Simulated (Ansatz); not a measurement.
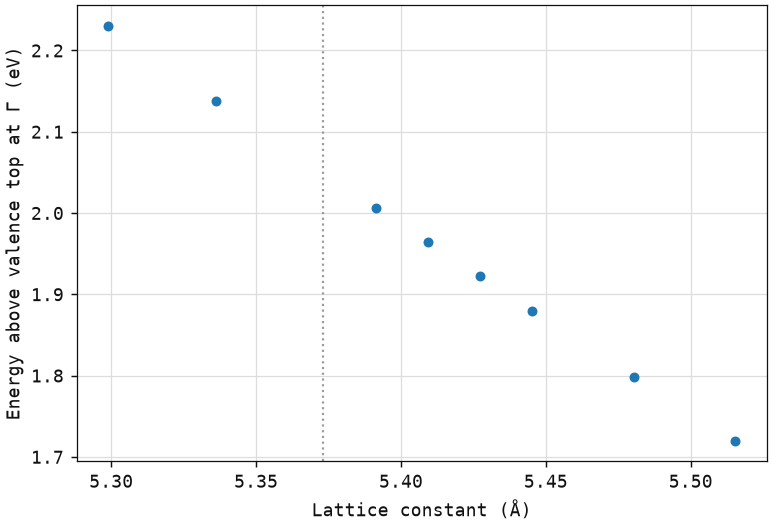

Lowest conduction level at Γ, counted from the valence-band top at Γ. One run is left out (dotted line).

System: zincblende ZnS, space group F-43m (No. 216), 2 atoms in the primitive cell. The cell is scaled uniformly. Ansatz 0.2.0; PBEsol, all-electron LAPW, no spin polarisation, no spin-orbit coupling, 9×9×9 k mesh, Fermi-Dirac smearing of 0.01 eV.

| cell | Γ (eV) | pressure (GPa) |
| --- | --- | --- |
| a = 5.299 Å | 2.23 | 2.8 |
| a = 5.336 Å | 2.14 | 0.9 |
| a = 5.391 Å | 2.01 | −1.5 |
| a = 5.409 Å | 1.96 | −2.2 |
| a = 5.427 Å | 1.92 | −2.8 |
| a = 5.445 Å | 1.88 | −3.5 |
| a = 5.480 Å | 1.80 | −4.6 |
| a = 5.515 Å | 1.72 | −5.7 |

### What does the missing run, at a = 5.373 Å, give?

A fit through the other points against the logarithm of the volume gives 2.05 eV at Γ (a straight line). The run itself gives 2.05 eV, within 0.01 eV of the estimate.

LDA, GGA and most meta-GGA functionals understate gaps.
